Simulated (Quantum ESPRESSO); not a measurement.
## ZrO₂: 7 runs along one coordinate

System: ZrO₂ (P4₂/nmc, 6 atoms in the cell).
Method: Kohn-Sham DFT of a periodic cell, PBE, GBRV 1.5 PBE, no spin polarisation (Quantum ESPRESSO 7.5).

The 7 runs differ only in the geometry, by an even scaling of the cell at fixed fractional positions. The structure derives from an entry of the Crystallography Open Database.

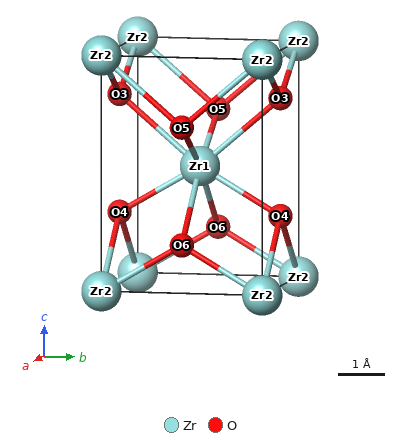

Figure 1. The structure of run 4 (ball-and-stick view of the cell of the calculation, seen slightly off an axis; atoms are numbered from 1 in the order of the input).

## Input file of run 4
```
&CONTROL
  calculation = 'scf'
  prefix = 'pwscf'
  outdir = './tmp'
  pseudo_dir = './pseudo'
  tprnfor = .true.
  tstress = .true.
  disk_io = 'low'
/
&SYSTEM
  ibrav = 0
  A = 3.5961
  nat = 6
  ntyp = 2
  ecutwfc = 45
  ecutrho = 360
  nbnd = 33
  occupations = 'smearing'
  smearing = 'fd'
  degauss = 0.00367493
/
&ELECTRONS
  conv_thr = 1.2d-09
  electron_maxstep = 120
  mixing_beta = 0.5
/
ATOMIC_SPECIES
Zr    91.2240 zr_pbe_v1.uspp.F.UPF
O     15.9990 o_pbe_v1.2.uspp.F.UPF
CELL_PARAMETERS alat
   1.0000000000    0.0000000000    0.0000000000
   0.0000000000    1.0000000000    0.0000000000
   0.0000000000    0.0000000000    1.4396151386
ATOMIC_POSITIONS alat
Zr     0.5000000000    0.5000000000    0.7198075693
Zr     0.0000000000    0.0000000000    0.0000000000
O      0.5000000000    0.0000000000    1.1473732655
O      0.5000000000    0.0000000000    0.4275656962
O      0.0000000000    0.5000000000    1.0120494425
O      0.0000000000    0.5000000000    0.2922418731
K_POINTS automatic
7 7 5 0 0 0
```

## File bands.in of run 4
```
&CONTROL
  calculation = 'bands'
  prefix = 'pwscf'
  outdir = './tmp'
  pseudo_dir = './pseudo'
  disk_io = 'low'
  verbosity = 'high'
/
&SYSTEM
  ibrav = 0
  A = 3.5961
  nat = 6
  ntyp = 2
  ecutwfc = 45
  ecutrho = 360
  nbnd = 33
  occupations = 'smearing'
  smearing = 'fd'
  degauss = 0.00367493
/
&ELECTRONS
  conv_thr = 1d-08
  electron_maxstep = 120
  mixing_beta = 0.5
  diago_full_acc = .true.
/
ATOMIC_SPECIES
Zr    91.2240 zr_pbe_v1.uspp.F.UPF
O     15.9990 o_pbe_v1.2.uspp.F.UPF
CELL_PARAMETERS alat
   1.0000000000    0.0000000000    0.0000000000
   0.0000000000    1.0000000000    0.0000000000
   0.0000000000    0.0000000000    1.4396151386
ATOMIC_POSITIONS alat
Zr     0.5000000000    0.5000000000    0.7198075693
Zr     0.0000000000    0.0000000000    0.0000000000
O      0.5000000000    0.0000000000    1.1473732655
O      0.5000000000    0.0000000000    0.4275656962
O      0.0000000000    0.5000000000    1.0120494425
O      0.0000000000    0.5000000000    0.2922418731
K_POINTS crystal
60
 0.0000000000  0.0000000000  0.0000000000 1
 0.0000000000  0.0833333333  0.0000000000 1
 0.0000000000  0.1666666667  0.0000000000 1
 0.0000000000  0.2500000000  0.0000000000 1
 0.0000000000  0.3333333333  0.0000000000 1
 0.0000000000  0.4166666667  0.0000000000 1
 0.0000000000  0.5000000000  0.0000000000 1
 0.0833333333  0.5000000000  0.0000000000 1
 0.1666666667  0.5000000000  0.0000000000 1
 0.2500000000  0.5000000000  0.0000000000 1
 0.3333333333  0.5000000000  0.0000000000 1
 0.4166666667  0.5000000000  0.0000000000 1
 0.5000000000  0.5000000000  0.0000000000 1
 0.4444444444  0.4444444444  0.0000000000 1
 0.3888888889  0.3888888889  0.0000000000 1
 0.3333333333  0.3333333333  0.0000000000 1
 0.2777777778  0.2777777778  0.0000000000 1
 0.2222222222  0.2222222222  0.0000000000 1
 0.1666666667  0.1666666667  0.0000000000 1
 0.1111111111  0.1111111111  0.0000000000 1
 0.0555555556  0.0555555556  0.0000000000 1
 0.0000000000  0.0000000000  0.0000000000 1
 0.0000000000  0.0000000000  0.1250000000 1
 0.0000000000  0.0000000000  0.2500000000 1
 0.0000000000  0.0000000000  0.3750000000 1
 0.0000000000  0.0000000000  0.5000000000 1
 0.0000000000  0.0833333333  0.5000000000 1
 0.0000000000  0.1666666667  0.5000000000 1
 0.0000000000  0.2500000000  0.5000000000 1
 0.0000000000  0.3333333333  0.5000000000 1
 0.0000000000  0.4166666667  0.5000000000 1
 0.0000000000  0.5000000000  0.5000000000 1
 0.0714285714  0.5000000000  0.5000000000 1
 0.1428571429  0.5000000000  0.5000000000 1
 0.2142857143  0.5000000000  0.5000000000 1
 0.2857142857  0.5000000000  0.5000000000 1
 0.3571428571  0.5000000000  0.5000000000 1
 0.4285714286  0.5000000000  0.5000000000 1
 0.5000000000  0.5000000000  0.5000000000 1
 0.4500000000  0.4500000000  0.5000000000 1
 0.4000000000  0.4000000000  0.5000000000 1
 0.3500000000  0.3500000000  0.5000000000 1
 0.3000000000  0.3000000000  0.5000000000 1
 0.2500000000  0.2500000000  0.5000000000 1
 0.2000000000  0.2000000000  0.5000000000 1
 0.1500000000  0.1500000000  0.5000000000 1
 0.1000000000  0.1000000000  0.5000000000 1
 0.0500000000  0.0500000000  0.5000000000 1
 0.0000000000  0.0000000000  0.5000000000 1
 0.0000000000  0.5000000000  0.0000000000 1
 0.0000000000  0.5000000000  0.1000000000 1
 0.0000000000  0.5000000000  0.2000000000 1
 0.0000000000  0.5000000000  0.3000000000 1
 0.0000000000  0.5000000000  0.4000000000 1
 0.0000000000  0.5000000000  0.5000000000 1
 0.5000000000  0.5000000000  0.0000000000 1
 0.5000000000  0.5000000000  0.1250000000 1
 0.5000000000  0.5000000000  0.2500000000 1
 0.5000000000  0.5000000000  0.3750000000 1
 0.5000000000  0.5000000000  0.5000000000 1
```

Command:
```bash
OMP_NUM_THREADS=1 mpirun -n 2 pw.x -nk 2 -in pw.in > pw.out
OMP_NUM_THREADS=1 mpirun -n 2 pw.x -nk 2 -in bands.in > bands.out
```

Lattice vectors (Å) and fractional positions of run 4:
```
   3.596100    0.000000    0.000000
   0.000000    3.596100    0.000000
   0.000000    0.000000    5.177000
Zr  0.500000  0.500000  0.500000
Zr  0.000000  0.000000  0.000000
O   0.500000  0.000000  0.797000
O   0.500000  0.000000  0.297000
O   0.000000  0.500000  0.703000
O   0.000000  0.500000  0.203000
```

Run 3 has the same physical settings and fractional positions; its lattice vectors (Å) are:
```
   3.571964    0.000000    0.000000
   0.000000    3.571964    0.000000
   0.000000    0.000000    5.142254
```

## Results, with one run withheld

```csv
run,volume per atom (Å³),"free energy per atom, from the lowest run given (meV)",pressure (GPa),gap on the mesh (eV)
1,10.489,62.11,23.03,4.20
2,10.712,34.45,16.51,4.14
3,10.935,?,?,?
4,11.158,4.19,5.32,4.03
5,11.381,0.00,0.52,3.97
6,11.604,2.16,−3.81,3.91
7,11.828,10.06,−7.72,3.84
```

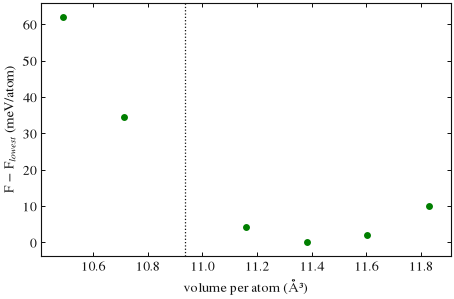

Figure 2. Free energy per atom of the runs given; the dotted line marks run 3.

What should run 3 give?

A cubic polynomial in V^(−2/3) (the Birch–Murnaghan form), fitted to the 6 runs given, misses them by at most 0.01 meV per atom. With x = V^(−2/3) − 0.20002 Å⁻², it reads F = 3.525 + 2609.5 x + 4.7518e+05 x² + 3.0414e+05 x³ (meV per atom). At run 3 it gives 15.42 meV per atom, and the run itself gives 15.42. The slope of the fit gives a pressure −dF/dV of 10.77 GPa there, and the run prints 10.63 GPa. The two needn't agree exactly: the fit is approximate, and the printed stress is taken on a finite basis. The fit has its minimum at 11.413 Å³ per atom, where V d²F/dV² gives 230 GPa. Cell shape and fractional positions are held, so this is the stiffness under even scaling; the relaxed bulk modulus wasn't computed. The gap on the mesh goes, without turning, from 4.20 eV in run 1 to 3.84 eV in run 7; run 3 has 4.08 eV. These are gaps of this functional on this mesh, which can miss the band edges; they aren't the measured gap.

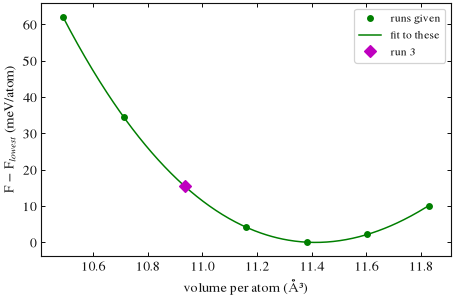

Figure 3. The fit and the withheld run.

## Some lines of the output (run 3)
```
[...]
     total energy              =    -327.60435098 Ry
     total energy              =    -328.21623952 Ry
     total energy              =    -328.40885107 Ry
     total energy              =    -328.41179946 Ry
     total energy              =    -328.41180356 Ry
     total energy              =    -328.41183470 Ry
     total energy              =    -328.41183956 Ry
     total energy              =    -328.41183969 Ry
     total energy              =    -328.41183973 Ry
     the Fermi energy is    13.0946 ev
!    total energy              =    -328.41183973 Ry
     The total energy is F=E-TS. E is the sum of the following terms:
     Computing stress (Cartesian axis) and pressure
          total   stress  (Ry/bohr**3)                   (kbar)     P=      106.30
```

Notes on the run: negative rho.
